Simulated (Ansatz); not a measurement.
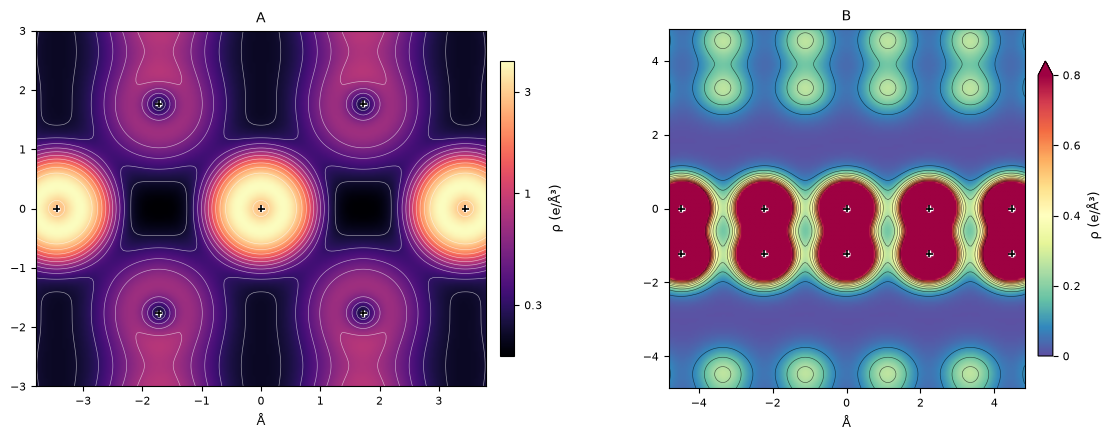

The valence charge density (pseudo) of 2 systems, each on a plane through atoms (crosses mark nuclei in the plane).

Computed with DFT PBEsol, scalar-relativistic, plane waves, PAW in Ansatz 0.2.0.

System 1: ZrB2, the (110) plane of the conventional cell. Space group P6/mmm; computed pressure about 23 GPa in this cell.

```
Zr B
1.0
     3.06020    0.00000    0.00000
    -1.53010    2.65021    0.00000
     0.00000    0.00000    3.44830
Zr B
1 2
Direct
  0.00000 0.00000 0.00000
  0.33333 0.66667 0.50000
  0.66667 0.33333 0.50000
```

System 2: O, the (010) plane of the standardised cell. Space group Fmmm; not relaxed (largest force 1.2 eV/Å); computed pressure about 3 GPa in this cell.

```cif
data_structure
_symmetry_space_group_name_H-M 'P 1'
_symmetry_Int_Tables_number 1
_cell_length_a 2.2341
_cell_length_b 2.2341
_cell_length_c 9.0361
_cell_angle_alpha 90.000
_cell_angle_beta 90.000
_cell_angle_gamma 89.804
_cell_volume 45.10
loop_
_atom_site_label
_atom_site_type_symbol
_atom_site_fract_x
_atom_site_fract_y
_atom_site_fract_z
_atom_site_occupancy
O1 O 0.50000 0.50000 0.56751 1
O2 O 0.00000 0.00000 0.06751 1
O3 O 0.50000 0.50000 0.43249 1
O4 O 0.00000 0.00000 0.93249 1
```

Match each panel to its system.

Panel A is system 1, ZrB2: the plane holds Zr and B. Zr–B (2.47 Å): ρ is about 0.35 e/Å³ halfway. Panel B is system 2, O: the plane holds O. O–O (1.22 Å): the density is about 3.6 e/Å³ at the midpoint.
